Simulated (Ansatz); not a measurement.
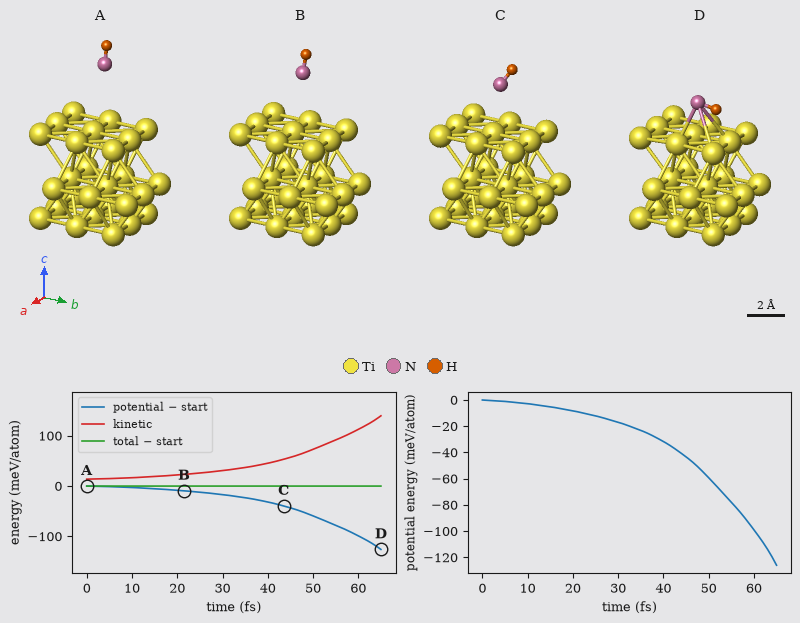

A Born-Oppenheimer molecular dynamics run of NH on Ti(0001) (29 atoms in the cell), 65 fs long. Frames (A at 0 fs, B at 22 fs, C at 44 fs, D at 65 fs) and the history of the run. Style: ball-and-stick. Shown: the simulation cell, with the vacuum cut short, slightly off an axis. Atoms that leave the cell re-enter on the other side. Bonds to atoms that aren't drawn are left out.

All numbers below come from DFT PBEsol, scalar-relativistic, plane waves, PAW (Ansatz 0.2.0). Run with plane-wave cutoff 420 eV; k-point mesh 2 × 2 × 1; Fermi-Dirac smearing 0.15 eV; low-accuracy preset; 9 atoms held fixed; constant energy (NVE); time step 0.5 fs; at the start 2 atoms move with typed velocities and the others are at rest.

Q: What happens in this trajectory?

A: The mean temperature in the second half is 837 K (standard deviation 349 K). It is well above the start because potential energy is released as heat. The potential energy is still drifting at the end, so the run hasn't reached equilibrium. The potential energy in the second half lies on average 60.8 meV per atom below the first frame. In the second half of the run the atoms are, in the root-mean-square, this far from where they began (common drift taken out): H 2.13 Å, N 1.48 Å, Ti 0.09 Å. The run lasts only 65 fs, too short to tell vibration from diffusion.

Limits of the set-up: the program's low-accuracy preset was used.

Cost: 42 min on 4 threads of Arm Neoverse V1, with other jobs on the host, peak memory 5 GiB.
